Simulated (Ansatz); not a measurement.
```
CELL_PARAMETERS angstrom
2.76591 0.00000 0.00000
-1.38296 2.39535 0.00000
0.00000 0.00000 8.91053
ATOMIC_POSITIONS crystal
Re 0.00000 0.00000 0.00000
Re 0.33333 0.66667 0.25000
Re 0.00000 0.00000 0.50000
Re 0.66667 0.33333 0.75000
```

Space group P6₃/mmc; a structure from a database of computed crystals, not necessarily the ambient phase; computed pressure about 5 GPa in this cell; computed without spin polarisation.

Computed with DFT PBE, scalar-relativistic, plane waves, PAW (Ansatz 0.2.0).

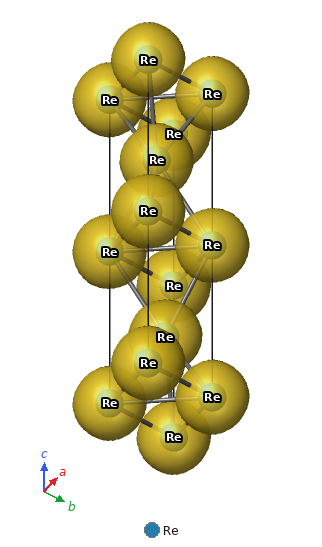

Re. Isosurface of the valence charge density (pseudo) at 0.8 e/Å³ (yellow), seen at an oblique angle. Sticks mark near contacts.

The density is the valence pseudo-density of a PAW calculation; it isn't the true density close to the nuclei.

> Which contacts does the surface bridge?

At this value the density breaks into separate islands; it holds about 70 % of the electrons treated as valence (semicore included). It bridges none of the near contacts. It is pinched off along the sampled Re–Re (2.74 Å) contacts. On the grid the lowest density along these lines, outside the cores, is 0.44 e/Å³ (Re–Re, 2.74 Å).
